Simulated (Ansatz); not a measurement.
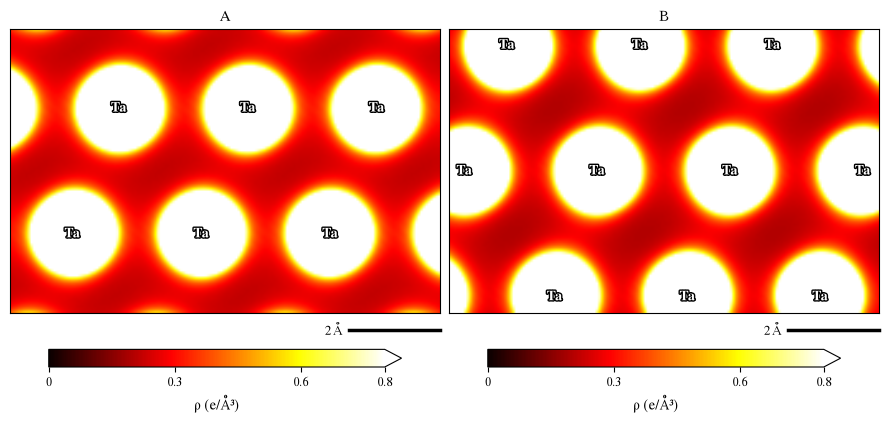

Ta. The valence charge density (pseudo) of two cells that differ in size and shape, on the (101̄) plane of each (indices in the axes of the calculation cell), at one length scale and on one colour scale; one has 18.0 and the other 19.1 Å³ an atom.

Computed with DFT, PBEsol, PAW with Ansatz's default frozen-core files, scalar-relativistic in Ansatz.

Core electrons are frozen (PAW), and the valence fields are smoothed inside the atomic spheres.

The larger cell:

```
Ta
1.0
    -1.70082    1.70082    1.65128
     1.70082   -1.70082    1.65128
     1.70082    1.70082   -1.65128
Ta
1
Direct
  0.00000 0.00000 0.00000
```

The smaller cell: a = 2.832 Å, b = 2.832 Å, c = 2.832 Å, α = 108.64°, β = 108.64°, γ = 108.64°.

Q: Which panel shows the smaller cell, and what does the compression change?

A: Panel A is the smaller cell, by 6 % in volume. From the larger cell to the smaller, Ta–Ta goes from 2.92 to 2.83 Å, and the density at its midpoint from 0.28 to 0.32 e/Å³; the pressure goes from −14 to −3.4 GPa.
